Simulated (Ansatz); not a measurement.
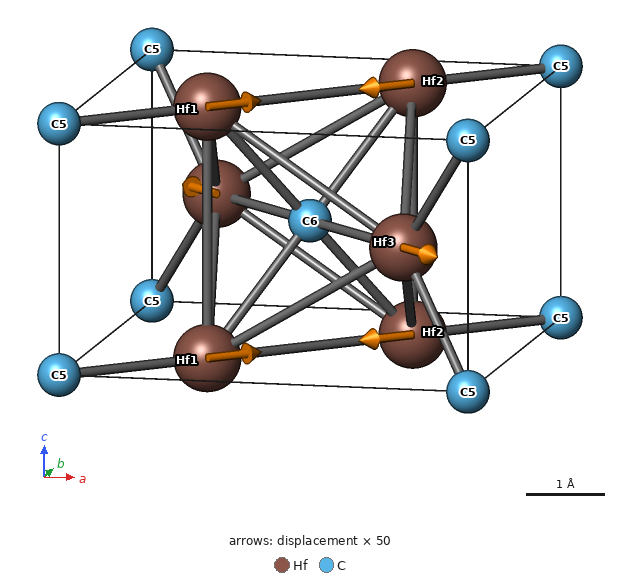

This is a relaxation of solid Hf2C (a generated structure, set up in P4_2/mnm). The starting structure is drawn; orange arrows show the displacements (the part carried along by the change of the cell is left out), magnified 50 times.

The picture is a ball-and-stick view of the cell of the calculation, seen slightly off an axis.

Case: N → C on all its sites, cell and atoms relaxed.

All numbers below come from DFT PBE, scalar-relativistic, plane waves, PAW (Ansatz).

The input:
```yaml
crystal:
  lattice:
    - [5.3948479917, 0.0, 0.0]
    - [0.0, 5.3948479917, 0.0]
    - [0.0, 0.0, 3.2882212642]
  atoms:
    - { symbol: Hf, position: [0.2953028374, 0.2953028374, 0.0] }
    - { symbol: Hf, position: [0.7046971626, 0.7046971626, 0.0] }
    - { symbol: Hf, position: [0.7953028374, 0.2046971626, 0.5] }
    - { symbol: Hf, position: [0.2046971626, 0.7953028374, 0.5] }
    - { symbol: C, position: [0.0, 0.0, 0.0] }
    - { symbol: C, position: [0.5, 0.5, 0.5] }
basis:
  ecutwfc: 420
kpoints:
  mp_grid: { grid: [8, 8, 12] }
hamiltonian:
  xc: pbe
scf:
  occupations: { method: gaussian, width: 0.1 }
output:
  forces: true
  stress: true
  eigenvalues: true
relax:
  adjacent_minimum: "off"
  f_tol: 0.01
  max_steps: 60
  cell: { stress_tol: 0.1 }
```

Launched with:
```bash
ansatz run input.yaml --threads 1 --pin off --max-ram 2560MiB --backend cpu --events-out ev --progress --plain --runs-dir out
```

Q: What did the optimiser do to the structure, and how much energy did it gain?

A: After 2 accepted moves (4 points after the start) the energy has fallen by 13.1 meV per atom. Largest force component: 0.17 eV/Å at the start, 0.00093 eV/Å at the end. Pressure: 5.97 GPa at the start and 0.02 GPa at the end. The line search rejected the trial step at point 1 of the run. The SCF was repeated once at an unchanged geometry on a basis and grid sized afresh for the cell, which shifted the energy by 0.6 meV per atom at most. The largest moves relative to the cell, 0.017 Å, are those of Hf1, Hf2, Hf3 and Hf4. Hf2 goes along [−1 −1 0]. C stays in place. The drawn cell changes as follows: a = b 5.395 → 5.426 Å (+0.6 %), c 3.288 → 3.359 Å (+2.1 %); the volume changes by +3.3 %. Some distances before and after: Hf1–Hf1 3.288 → 3.359 Å, Hf1–Hf3 3.197 → 3.232 Å, Hf1–C5 2.253 → 2.283 Å, Hf1–C6 2.268 → 2.288 Å. The space group stays P4_2/mnm (No. 136).
